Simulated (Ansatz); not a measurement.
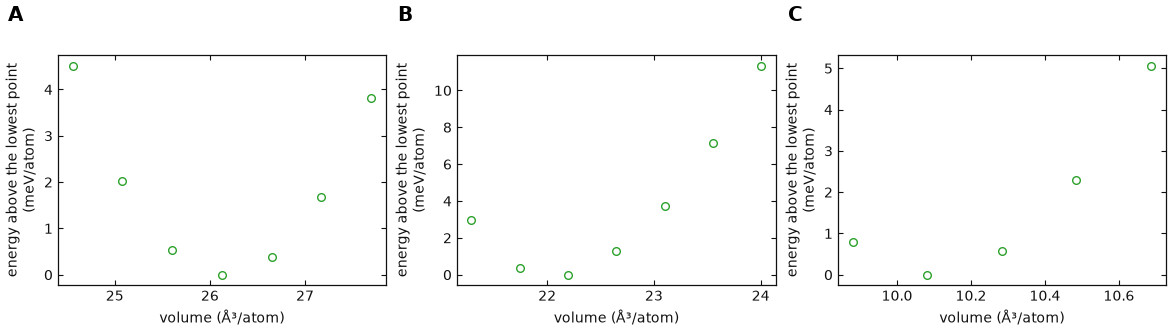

Each panel shows the energy above the lowest point against volume for one of these solids: Eu, Im-3m (No. 229); F, Im-3m (No. 229); LaO₃, Pm-3m (No. 221).

How it was computed, with Ansatz 0.2.0 development build: equation of state of a cubic crystal from periodic Kohn-Sham density functional theory without spin; pressure corrected for the finite basis. Level: PBE.

Which panel belongs to which solid?

Answer. A is Eu (energy above the lowest point from 0.000 meV/atom to 4.511 meV/atom); B is LaO₃ (energy above the lowest point from 0.0 meV/atom to 11.3 meV/atom); C is F (energy above the lowest point from 0.00 meV/atom to 5.06 meV/atom).

For Eu, limits of the calculation: open f shell treated without spin.

For F, limits of the calculation: cubic model structure, not the ambient form; no spin polarisation, a magnetic state may lie lower.

For LaO₃, limits of the calculation: cubic model structure, not the ambient form; modest k-mesh, values are not fully converged in k; no spin polarisation, a magnetic state may lie lower.
